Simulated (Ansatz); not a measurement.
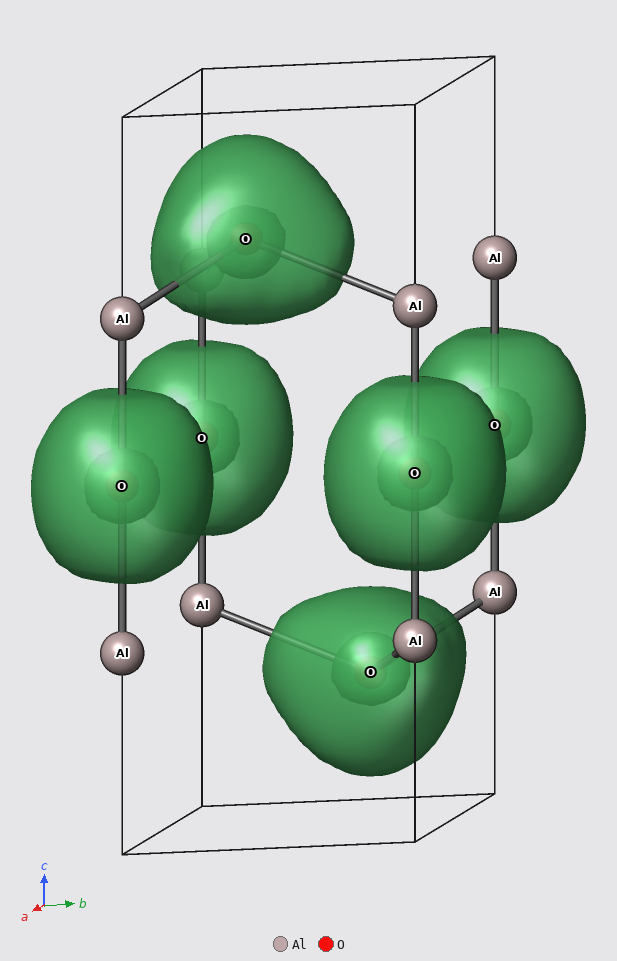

*Al₂O₃. Isosurface of the electron localisation function at 0.7 (green), seen slightly off an axis. Core shells and regions of very low density are left out. Sticks mark near contacts.*

Space group P-3m1; a structure from a database of computed crystals, not necessarily the ambient phase.

Level of theory: Kohn-Sham DFT of a periodic cell, PBEsol with D3(BJ)-ATM, Ansatz PAW in Ansatz 0.2.0.

Core electrons are frozen (PAW), and the valence fields are smoothed inside the atomic spheres.

Input file:

```
crystal:
  lattice:
    - [3.017482544, 0.0, 0.0]
    - [-1.508741272, 2.6132165386, 0.0]
    - [0.0, 0.0, 7.5746360022]
  atoms:
    - { symbol: Al, position: [0.0, 0.0, 0.722049] }
    - { symbol: Al, position: [0.0, 0.0, 0.277951] }
    - { symbol: O, position: [0.0, 0.0, 0.5] }
    - { symbol: O, position: [0.6666666667, 0.3333333333, 0.800546] }
    - { symbol: O, position: [0.3333333333, 0.6666666667, 0.199454] }
hamiltonian:
  xc: pbesol
  pseudopotentials: { kind: paw }
  dispersion: d3bjatm
kpoints:
  mp_grid: { grid: [10, 10, 4] }
scf:
  occupations: { method: fermi_dirac, width: 0.05 }
output:
  forces: true
  stress: true
  eigenvalues: true
  write_density: true
  write_potential: true
  elf: true
  volumetric_format: npy
relax:
  f_tol: 0.01
  max_steps: 40
  cell: { stress_tol: 0.05 }
```

Run with:

```sh
ansatz run input.yaml --threads 2 --pin off --max-ram 5632MiB --backend cpu --events-out ev --progress --plain --runs-dir out
```

Below, planes, directions and counts refer to the conventional cell (a = 2.98 Å, b = 2.98 Å, c = 7.35 Å, α = 90.00°, β = 90.00°, γ = 120.00°).

The fields are those of the relaxed geometry.

What do the ELF domains correspond to?

The surface consists of three regions on O in which the atom's valence shell and bonds are merged, counted in one cell of 5 atoms. Regions shared between cells count once. Profiles from the grid: Al–O (1.67 Å): the ELF peaks at about 0.85 in the valence shell of O, 0.7 Å from its nucleus, and is about 0.80 at the midpoint. Al–O (1.82 Å): the ELF peaks at about 0.85 in the valence shell of O, 0.7 Å from its nucleus, and is about 0.85 at the midpoint.

Metal or insulator at this level of theory?

It is gapped, with a Kohn–Sham gap of 2.4 eV on the k-point mesh (the band edges may lie off the mesh, which would make the gap smaller).
